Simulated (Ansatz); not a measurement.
Single-point calculation of Se

Se (P3₁21, 3 atoms in the cell), computed with DFT PBE+D3(BJ), scalar-relativistic, plane waves, PAW, no spin polarisation (Ansatz 0.2.0).

The structure derives from an entry of the Crystallography Open Database. Figures and captions count atoms from 1; the log counts them from 0 in places.

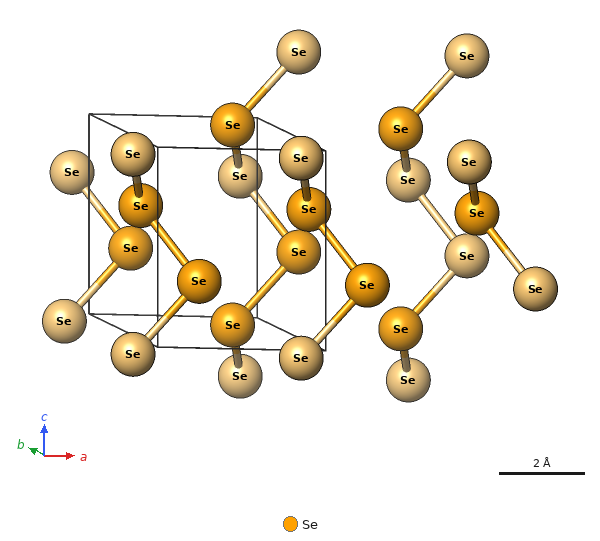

**Figure 1.** The structure (ball-and-stick view of the cell of the calculation, repeated 2 × 1 × 1, seen slightly off an axis; neighbours outside the cell are drawn fainter).

Input file:
```yaml
crystal:
  lattice:
    - [4.0100014387, 0.0, 0.0]
    - [-2.0050007193, 3.4727631151, 0.0]
    - [0.0, 0.0, 4.8553097419]
  atoms:
    - { symbol: Se, position: [0.2473450691, 0.0, 0.3333333333] }
    - { symbol: Se, position: [0.0, 0.2473450691, 0.6666666667] }
    - { symbol: Se, position: [0.7526549309, 0.7526549309, 0.0] }
basis:
  ecutwfc: 420
kpoints:
  mp_grid: { grid: [12, 12, 8] }
hamiltonian:
  xc: pbe
  dispersion: d3bj
scf:
  occupations: { method: gaussian, width: 0.05 }
output:
  forces: true
  stress: true
  eigenvalues: true
  write_density: true
  write_potential: true
  elf: true
  volumetric_format: npy
```

Command:
```bash
ansatz run input.yaml --threads 1 --pin off --max-ram 2048MiB --backend cpu --events-out ev --progress --plain --runs-dir out
```

What the program printed:
```
Engine: ansatz 0.2.0, x86_64-unknown-linux-gnu
Pseudopotentials: kind: paw
Pseudopotential: Se, paw, valence charge 16, recommended cutoff 420 eV (normal), Se.paw.azcp
Functional definition: PBE
  parameter kappa = 0.804
  parameter beta = 0.06672455060314922
  exchange = pbe_x(kappa = kappa, mu = beta*pi^2/3)
  correlation = pbe_c(beta = beta)
Crystal: 3 atoms, lattice volume = 67.614 Å³
Basis set: ecut = 420 eV, 1325 PW (Γ), exchange–correlation on 54×54×72 points (8 copies of the dense FFT grid, shifted against one another)
Bands: 29, of which v1, the nominal top of the filled ones, is band 24 counted from 1 (23 counted from 0)
Symmetry: 6 space group operations
Space group: P3121 (ITA 152), of the structure as read, at distance tolerance 4.1e-5 Å
k-points: 131 of 1152 (time reversal used)
Non-local potential: Se, projectors of the file, l = 0: 2, l = 1: 2, l = 2: 3, l = 3: 1
PAW form: soft (Blöchl's): semilocal exchange-correlation on the pseudo side does not see the compensation charge
PAW one-centre angular grid: Se, 590 points (default); XC on 64 Gauss nodes
Initial density: superposition of atomic densities (neutral atoms: chi_scale 0, normalization atom), corrected by the library's trained network
Initial wavefunctions: pseudopotential atomic-orbital guess
Functional: x = pbe(κ = 0.804, μ = 0.2195149727645171), c = pbe(β = 0.06672455060314922)
SCF iter   1: F=—  HF=-16408.062177 eV  |F-HF|=—  |Δ(HF+E_count)|=         —  Δρ=2.43e-3  dr2=2.92e-3  ethr=1.77e-3  ⟨swp⟩=6.0  Hψ=16185  notcnv=0
preconditioner: auto → Resta (q_TF=auto, 2.577 Å⁻¹)  ε∞=4.1  [insulator: Δε(μ)=0.653 eV  Ē_g=10.848 eV  σ=0.050 eV  W_gap=1.00  n_scr=20 (ndim 8)  ℏωp=19.2 eV  f_vac=0.033  D(μ)=0.00/eV (n_scr^D=0)  ε∞_Penn≈4.1]
SCF iter   2: F=—  HF=-16408.062287 eV  |F-HF|=—  |Δ(HF+E_count)|=   1.11e-4  Δρ=1.38e-3  dr2=9.92e-4  ethr=6.08e-6  ⟨swp⟩=2.1  Hψ=7306  notcnv=0
SCF iter   3: F=—  HF=-16408.062545 eV  |F-HF|=—  |Δ(HF+E_count)|=   2.57e-4  Δρ=2.32e-4  dr2=3.75e-5  ethr=2.07e-6  ⟨swp⟩=2.0  Hψ=4847  notcnv=0
SCF iter   4: F=—  HF=-16408.062537 eV  |F-HF|=—  |Δ(HF+E_count)|=   7.93e-6  Δρ=9.94e-5  dr2=3.50e-6  ethr=7.81e-8  ⟨swp⟩=2.0  Hψ=6812  notcnv=0
SCF iter   5: F=—  HF=-16408.062540 eV  |F-HF|=—  |Δ(HF+E_count)|=   3.38e-6  Δρ=1.95e-5  dr2=3.53e-7  ethr=7.28e-9  ⟨swp⟩=2.7  Hψ=6212  notcnv=0
SCF iter   6: F=-16408.062540 eV  HF=-16408.062540 eV  |F-HF|=5.09e-9  |Δ(HF+E_count)|=   1.90e-7  Δρ=6.07e-6  dr2=3.09e-8  ethr=2.08e-10  ⟨swp⟩=10.6  Hψ=26175  notcnv=0
SCF 1 converged in 6 iterations: F = -16408.062540 eV  dr2 = 3.09e-8
  Residual-converged pass: ⟨swp⟩=1.1  Hψ=4332  notcnv=0  max |occ|·‖R‖ = 7.1e-9 eV (tolerance 1.0e-8 eV)  dr2=3.09e-8  dr2_onsite=1.19e-8  max |Δocc| = 1.2e-27
  greatest PAW one-centre occupation: 1.000 electrons in one spin orbital (limit 2), on the Se atom at site 1 (counted from 0), in its partial waves of l = 2
```

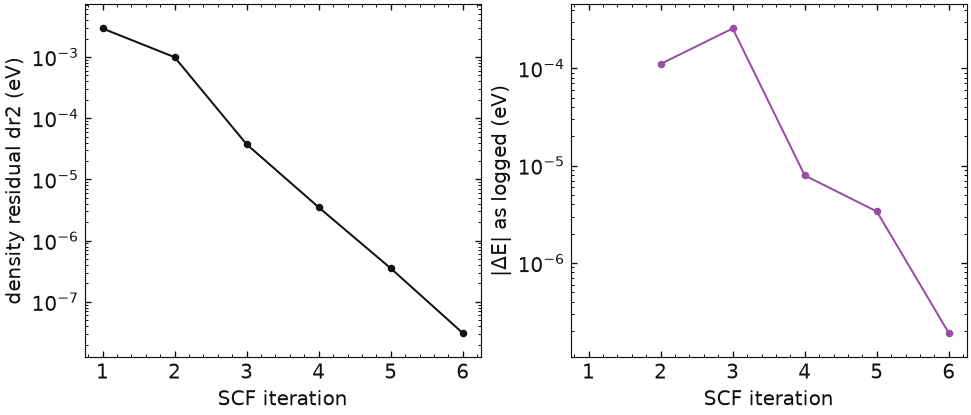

**Figure 2.** Convergence of the self-consistent field: density residual dr2 and size of the energy change against the SCF iteration. The residual falls at every step.

```
SCF converged after 6 iterations
Free energy (F): -16408.062540 eV
Harris-Foulkes:  -16408.062540 eV  (|F-HF|=5.09e-9)
Internal energy: -16408.062540 eV  (E = F + TS)
E sigma→0 (E₀):  -16408.062540 eV
Fermi energy:    10.239245 eV
--- Per-component energies (eV) ---
  E_band       = -1106.918951
  E_kinetic    = 356.424634
  E_local      = -6978.123686  (includes V_loc(G=0)·N_el)
  E_nonlocal   = -1783.184812
  E_hartree    = 3470.042465
  E_xc         = -313.484979
  E_vxc        = -295.615212  (∫ρ·V_xc dr)
  E_paw        = -5735.482074  (= ΣΔE_a)
  E_vpaw       = 653.494730  (= ΣTr[D̂ρ^β])
  E_aug_tail   = -0.001767  (compensation charges beyond the density's cutoff)
  E_ewald      = -5423.085815
  E_disp       = -1.166506  (pairwise vdW)
  E_smearing   = -0.000000  (= −TS)
  E_closure    = 0.000000  (closes the sum)
  Σ components = -16408.062540   (vs F -16408.062540, Δ=0.00e0)
--- Forces (eV/Å), atoms counted from 1 ---
  atom   1  Se     0.74744476    -0.00000000    -0.00000000
  atom   2  Se    -0.37372238     0.64730615     0.00000000
  atom   3  Se    -0.37372238    -0.64730615    -0.00000000
  max |Σ_I F_I| component: 5.55e-17 eV/Å
--- Stress (GPa, compression-positive) ---
        5.975278       0.000000      -0.000000
        0.000000       5.975278       0.000000
       -0.000000       0.000000      10.817528
  P = ⅓ Tr σ = 7.5894 GPa (75.894 kbar)
--- Band table (eV; the first three rows and the last of 131) ---
  k-point 0: bands = ["-38.8124", "-38.8124", "-38.7718", "-38.7677", "-38.7677", "-38.7144", "-38.6077", "-38.6032", "-38.6032", "-38.5627", "-38.5627", "-38.5608", "-38.5364", "-38.5115", "-38.5115", "-7.0276", "-2.3510", "-2.3510", "5.4881", "5.9966", "5.9966", "7.4503", "7.4503", "9.0283", "11.4610", "11.4610", "11.7170", "16.0211", "16.0211"]
  k-point 1: bands = ["-38.8209", "-38.8028", "-38.7722", "-38.7706", "-38.7638", "-38.7166", "-38.6077", "-38.6045", "-38.6019", "-38.5633", "-38.5620", "-38.5608", "-38.5355", "-38.5137", "-38.5099", "-6.9462", "-3.3296", "-1.3617", "5.5449", "5.6730", "6.2323", "7.3960", "7.6236", "8.9584", "11.2628", "11.3087", "11.5246", "16.1320", "16.4055"]
  k-point 2: bands = ["-38.8275", "-38.7932", "-38.7734", "-38.7726", "-38.7584", "-38.7226", "-38.6076", "-38.6056", "-38.6007", "-38.5640", "-38.5615", "-38.5608", "-38.5327", "-38.5167", "-38.5088", "-6.7033", "-4.2443", "-0.4459", "5.2830", "5.7054", "6.3603", "7.4771", "7.8716", "8.7472", "10.8810", "11.0098", "11.1206", "15.8383", "16.6009"]
  k-point 130: bands = ["-38.8327", "-38.7784", "-38.7784", "-38.7736", "-38.7414", "-38.7414", "-38.6074", "-38.6074", "-38.5989", "-38.5662", "-38.5601", "-38.5601", "-38.5283", "-38.5283", "-38.5025", "-4.8600", "-4.8600", "-1.6683", "3.1976", "3.6536", "3.6536", "8.6043", "9.7716", "9.7716", "10.7078", "12.1927", "12.1927", "16.7313", "18.2911"]
```

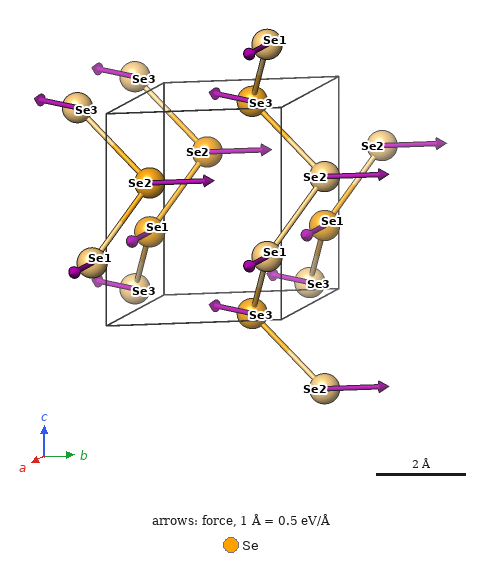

**Figure 3.** Forces on the atoms as pink arrows (ball-and-stick view of the cell of the calculation, seen slightly off an axis; neighbours outside the cell are drawn fainter; atoms are numbered from 1 in the order of the input). The largest act on all 3 Se atoms (0.75 eV/Å). The geometry is not a stationary point of this energy.

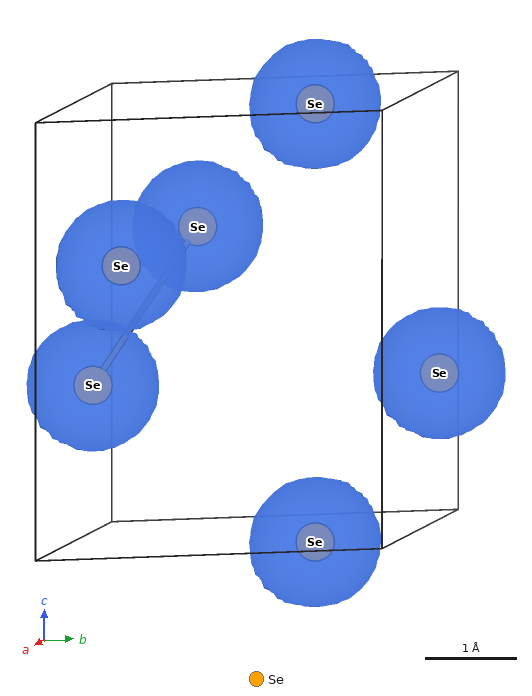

**Figure 4.** Isosurface of the valence charge density (pseudo) at 1.5 e/Å³ (blue), seen slightly off an axis. Sticks mark near contacts. The outline is the cell set on symmetry axes. At this value the density breaks into separate islands; it holds about 65 % of the electrons treated as valence. It is pinched off along the Se–Se (2.36 Å) contacts. On the grid the lowest density along these lines, outside the cores, is 0.67 e/Å³ (Se–Se, 2.36 Å). Core electrons are frozen (PAW), so the fields are smoothed inside the atomic spheres.

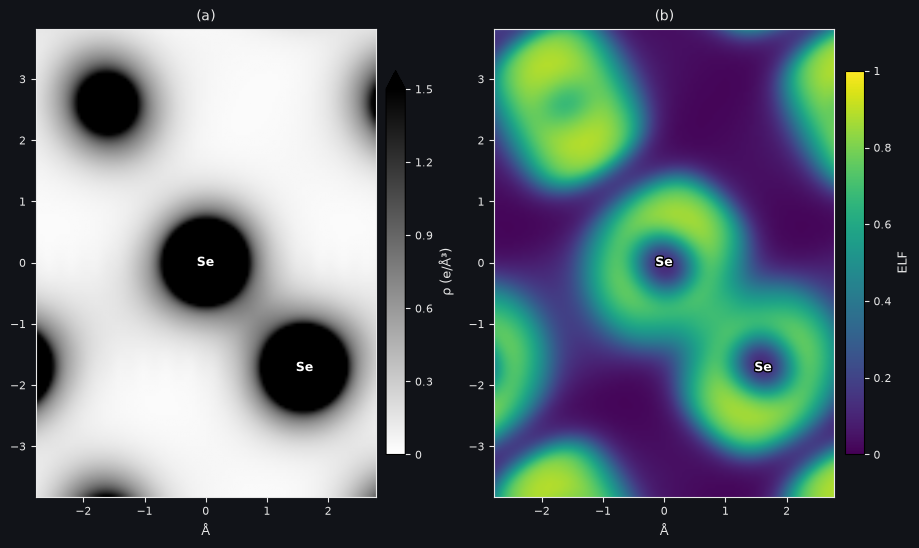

**Figure 5.** (a) valence pseudo-density; (b) electron localisation function on the (110) plane of the conventional cell. The section cuts through Se sites. Se–Se (2.36 Å): ρ is about 0.67 e/Å³ halfway; the ELF peaks at about 0.70 between the atoms. Away from the nuclei the density in this plane falls to 0.02 e/Å³ at its lowest.

Summary:

```json
{"quantity": "outcome", "value": "converged"}
{"quantity": "space group (tolerance 0.01 Å)", "value": "P3₁21 (152)"}
{"quantity": "electrons treated", "value": "48"}
{"quantity": "free energy", "value": "−16408.0625 eV"}
{"quantity": "Fermi energy", "value": "10.239 eV"}
{"quantity": "gap on the k-point mesh", "value": "0.65 eV"}
{"quantity": "pressure", "value": "7.59 GPa"}
{"quantity": "largest force (length of the vector)", "value": "0.747 eV/Å"}
{"quantity": "hardware", "value": "1 thread of AMD EPYC (Zen 5), 16 GiB of memory available, shared host"}
{"quantity": "wall time", "value": "7 s"}
{"quantity": "peak memory", "value": "0.49 GiB"}
```
